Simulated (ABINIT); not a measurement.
Optical-spectrum calculation of Sb (part 1 of 2)

- system: Sb (Im-3m, 1 atom in the cell)
- method: Kohn-Sham DFT of a periodic cell, PBEsol, PseudoDojo NC SR PBEsol v0.4.1 standard, no spin polarisation (ABINIT 10.8.3)

The structure derives from a Materials Project entry.

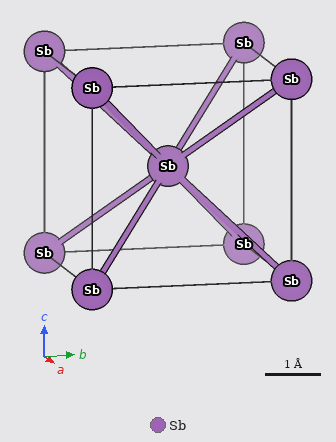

*The structure (ball-and-stick view of the cell 2 times as large as that of the calculation, set on its symmetry axes, seen slightly off an axis). An atom can appear more than once, as a periodic image.*

Near neighbours in the periodic cell (some may lie outside the picture): Sb has 8 Sb at 3.24 Å.

## Input
```
# Datasets
ndtset 3

# Pseudopotentials
pp_dirpath "./"
pseudos "Sb.upf"

# Structure
acell 3*1.0 Angstrom
rprim
    -1.8713408863     1.8713408863     1.8713408863
     1.8713408863    -1.8713408863     1.8713408863
     1.8713408863     1.8713408863    -1.8713408863
ntypat 1
znucl 51
natom 1
typat 1
xred
            0.0            0.0            0.0

# Plane-wave basis
ecut 36.0

# k points
ngkpt 8 8 8
nshiftk 2
shiftk
     0.2500000000     0.2500000000     0.2500000000
    -0.2500000000    -0.2500000000    -0.2500000000
istwfk *1

# Exchange and correlation
ixc -116133

# Bands and occupations
occopt 3
tsmear 0.05 eV

# SCF cycle
nstep 80

# Output
iomode 3
prteig 0
prtebands 0

# Dataset 1: ground state
nband1 12
tolvrs1 1.0e-12
prtden1 1
prtwf1 0
kptopt1 1

# Dataset 2: empty bands at fixed density
iscf2 -3
getden2 1
nband2 20
nbdbuf2 4
tolwfr2 1.0e-12
nstep2 120
prtden2 0
kptopt2 1

# Dataset 3: wave functions and velocity matrix elements in the full zone
optdriver3 8
wfk_task3 "wfk_optics_fullbz"
getwfk3 2
nband3 16
kptopt3 1
prtevk3 1
inclvkb3 2
```

## File optic.abi
```
&FILES
 ddkfile_1 = 'runo_DS3_1_EVK.nc',
 ddkfile_2 = 'runo_DS3_2_EVK.nc',
 ddkfile_3 = 'runo_DS3_3_EVK.nc',
 wfkfile = 'runo_DS3_WFK.nc'
/
&PARAMETERS
 broadening = 0.003675,
 domega = 0.002,
 maxomega = 0.8,
 scissor = 0.000000,
 tolerance = 0.002
/
&COMPUTATIONS
 num_lin_comp = 1,
 lin_comp = 11,
 num_nonlin_comp = 0
/
```

Hardware: 1 thread of Arm Neoverse V1, 112 GiB of memory available, shared host.

Command:
```bash
abinit run.abi > log 2>&1
optic optic.abi > optic.log 2>&1
```

## Output
```
.Version 10.8.3 of ABINIT
 DATASET    1 : space group Im -3 m (#229); Bravais cI (body-center cubic)
================================================================================
 Values of the parameters that define the memory need for DATASET  1.
     intxc =       0    ionmov =       0      iscf =       7    lmnmax =       6
     lnmax =       6     mgfft =      36  mpssoang =       3    mqgrid =    3001
     natom =       1  nloc_mem =       1    nspden =       1   nspinor =       1
    nsppol =       1      nsym =      48    n1xccc =    2501    ntypat =       1
    occopt =       3   xclevel =       2
       mpw =        1860          nfft =       46656          nkpt =          40
================================================================================
================================================================================

 DATASET    2 : space group Im -3 m (#229); Bravais cI (body-center cubic)
================================================================================
 Values of the parameters that define the memory need for DATASET  2.
     intxc =       0    ionmov =       0      iscf =      -3    lmnmax =       6
     lnmax =       6     mgfft =      36  mpssoang =       3    mqgrid =    3001
     natom =       1  nloc_mem =       1    nspden =       1   nspinor =       1
    nsppol =       1      nsym =      48    n1xccc =    2501    ntypat =       1
    occopt =       3   xclevel =       2
       mpw =        1860          nfft =       46656          nkpt =          40
================================================================================
================================================================================

 DATASET    3 : space group Im -3 m (#229); Bravais cI (body-center cubic)
================================================================================
 Values of the parameters that define the memory need for DATASET  3.
     intxc =       0    ionmov =       0      iscf =       7    lmnmax =       6
     lnmax =       6     mgfft =      36  mpssoang =       3    mqgrid =    3001
     natom =       1  nloc_mem =       1    nspden =       1   nspinor =       1
    nsppol =       1      nsym =      48    n1xccc =    2501    ntypat =       1
    occopt =       3   xclevel =       2
       mpw =        1860          nfft =       46656          nkpt =          40
================================================================================
================================================================================

--------------------------------------------------------------------------------
------------- Echo of variables that govern the present computation ------------
--------------------------------------------------------------------------------
 -outvars: echo values of preprocessed input variables --------
            acell      1.8897261259E+00  1.8897261259E+00  1.8897261259E+00 Bohr
              amu      1.21753000E+02
             ecut      3.60000000E+01 Hartree
           getden1          0
           getden2          1
           getden3          0
           getwfk1          0
           getwfk2          0
           getwfk3          2
             iscf1          7
             iscf2         -3
             iscf3          7
              ixc     -116133
           jdtset        1    2    3
         kptrlatt        8    0    8      0    8    8     -8   -8    0
          kptrlen      5.65811482E+01
            natom           1
            nband1         12
            nband2         20
            nband3         16
           nbdbuf1          0
           nbdbuf2          4
           nbdbuf3          0
           ndtset           3
            ngfft          36      36      36
             nkpt          40
            nstep1         80
            nstep2        120
            nstep3         80
             nsym          48
           ntypat           1
           occopt           3
        optdriver1          0
        optdriver2          0
        optdriver3          8
           prtden1          1
           prtden2          0
           prtden3          1
        prtebands           0
           prteig           0
           prtevk1          0
           prtevk2          0
           prtevk3          1
            prtwf1          0
            prtwf2          1
            prtwf3          1
            rprim     -1.8713408863E+00  1.8713408863E+00  1.8713408863E+00
                       1.8713408863E+00 -1.8713408863E+00  1.8713408863E+00
                       1.8713408863E+00  1.8713408863E+00 -1.8713408863E+00
           shiftk      5.00000000E-01  5.00000000E-01 -5.00000000E-01
          spgroup         229
           tolvrs1     1.00000000E-12
           tolvrs2     0.00000000E+00
           tolvrs3     0.00000000E+00
           tolwfr1     0.00000000E+00
           tolwfr2     1.00000000E-12
           tolwfr3     0.00000000E+00
           tsmear      1.83746611E-03 Hartree
            typat      1
         wfk_task1          0
         wfk_task2          0
         wfk_task3          7
            znucl       51.00000

================================================================================

 chkinp: Checking input parameters for consistency, jdtset=   1.

 chkinp: Checking input parameters for consistency, jdtset=   2.

 chkinp: Checking input parameters for consistency, jdtset=   3.

================================================================================
== DATASET  1 ==================================================================

--- !DatasetInfo
iteration_state: {dtset: 1, }
dimensions: {natom: 1, nkpt: 40, mband: 12, nsppol: 1, nspinor: 1, nspden: 1, mpw: 1860, }
cutoff_energies: {ecut:  36.0, pawecutdg:  -1.0, }
electrons: {nelect:   1.50000000E+01, charge:   0.00000000E+00, occopt:   3.00000000E+00, tsmear:   1.83746611E-03, }
meta: {optdriver: 0, ionmov: 0, optcell: 0, iscf: 7, paral_kgb: 0, }
...

 Real(R)+Recip(G) space primitive vectors, cartesian coordinates (Bohr,Bohr^-1):
 R(1)= -3.5363218  3.5363218  3.5363218  G(1)=  0.0000000  0.1413898  0.1413898
 R(2)=  3.5363218 -3.5363218  3.5363218  G(2)=  0.1413898  0.0000000  0.1413898
 R(3)=  3.5363218  3.5363218 -3.5363218  G(3)=  0.1413898  0.1413898  0.0000000
 Unit cell volume ucvol=  1.7689490E+02 bohr^3
 Angles (23,13,12)=  1.09471221E+02  1.09471221E+02  1.09471221E+02 degrees

 getcut: wavevector=  0.0000  0.0000  0.0000  ngfft=  36  36  36
         ecut(hartree)=     36.000   => boxcut(ratio)=   2.17607

--- Pseudopotential description ------------------------------------------------
- pspini: atom type   1  psp file is ./Sb.upf
  51.00000  15.00000  180301                  znucl, zion, pspdat
12 -116133 2 -1 1434                          pspcod,pspxc,lmax,lloc,mmax
     nproj     2     2     2

   3.95346149E+02                                ecore*ucvol(ha*bohr**3)
--------------------------------------------------------------------------------

================================================================================

--- !BeginCycle
iteration_state: {dtset: 1, }
solver: {iscf: 7, nstep: 80, nline: 4, wfoptalg: 0, }
tolerances: {tolvrs: 1.00E-12, }
...

     iter   Etot(hartree)      deltaE(h)  residm     vres2
 ETOT  1  -90.669584754189    -9.067E+01 7.017E-01 4.138E-01
 ETOT  2  -90.775020645619    -1.054E-01 3.739E-03 1.332E+00
 ETOT  3  -90.775127259506    -1.066E-04 8.414E-04 7.319E-01
 ETOT  4  -90.775248147499    -1.209E-04 7.934E-04 6.106E-03
 ETOT  5  -90.775249331677    -1.184E-06 4.664E-04 2.688E-05
 ETOT  6  -90.775249336260    -4.584E-09 3.318E-04 5.089E-08
 ETOT  7  -90.775249336267    -6.779E-12 2.885E-04 1.571E-08
 ETOT  8  -90.775249336268    -5.400E-13 1.739E-04 1.865E-11
 ETOT  9  -90.775249336275    -7.731E-12 1.552E-04 1.700E-14

 At SCF step    9       vres2   =  1.70E-14 < tolvrs=  1.00E-12 =>converged.

 Cartesian components of stress tensor (hartree/bohr^3)
  sigma(1 1)=  6.81355310E-05  sigma(3 2)=  0.00000000E+00
  sigma(2 2)=  6.81355310E-05  sigma(3 1)=  0.00000000E+00
  sigma(3 3)=  6.81355310E-05  sigma(2 1)=  0.00000000E+00
```
